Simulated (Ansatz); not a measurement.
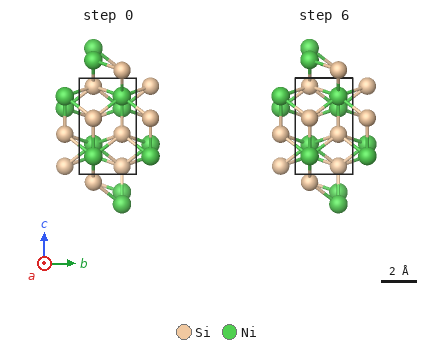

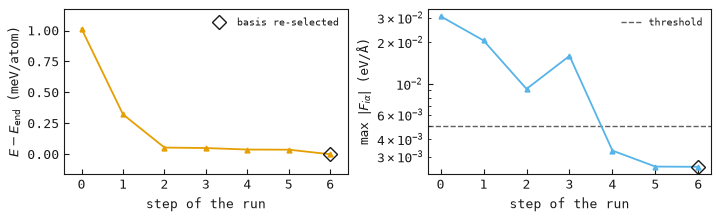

First and last geometry of a relaxation of a crystal of SiNi (set up in Pnma), with the history of the run. Style: ball-and-stick. Shown: the cell of the calculation, along the a axis.

Level of theory: DFT PBE, scalar-relativistic, plane waves, PAW in Ansatz 0.2.0. (plane-wave cutoff 420 eV; k-point mesh 8 × 10 × 6; occupations gaussian; smearing width 0.1 eV; no spin polarisation; cell and atoms relaxed; force threshold 0.005 eV/Å; at most 80 steps)

Question: Did the run converge, and what did it change?

Answer: It converged. The energy falls by 1.0 meV per atom in 5 accepted moves (6 points after the start). The largest force component goes from 0.031 to 0.0025 eV/Å. Pressure: 1.78 GPa at the start and 0.00 GPa at the end. At 1 point the geometry stayed and the basis and grid were re-selected for the new cell (energy shift of less than 0.05 meV per atom at most each time). The largest moves relative to the cell, 0.009 Å, are those of Si atoms. Largest moves by element: Si 0.009 Å, Ni 0.006 Å. The volume changes by +1.0 %, with a 5.173 → 5.154 Å (−0.4 %), b 3.338 → 3.375 Å (+1.1 %), c 5.605 → 5.620 Å (+0.3 %). Some distances before and after: Ni–Si 2.278 → 2.287 Å, Ni–Si 2.319 → 2.326 Å, Ni–Si 2.400 → 2.407 Å, Ni–Si 2.384 → 2.391 Å. The space group stays Pnma (No. 62).

| step | E − E(0), meV/atom | largest force component, eV/Å | pressure, GPa | volume, Å³/atom | note |
| --- | --- | --- | --- | --- | --- |
| 0 | 0.00 | 0.0308 | 1.78 | 12.098 |  |
| 1 | -0.69 | 0.0206 | 0.75 | 12.169 |  |
| 2 | -0.96 | 0.0092 | -0.11 | 12.229 |  |
| 3 | -0.96 | 0.0160 | -0.05 | 12.226 |  |
| 4 | -0.98 | 0.0033 | -0.03 | 12.223 |  |
| 5 | -0.98 | 0.0025 | 0.00 | 12.221 |  |
| 6 | -1.01 | 0.0025 | 0.00 | 12.221 | same geometry, new basis |

Limits of the set-up: an element that often carries a moment was run without spin polarisation.
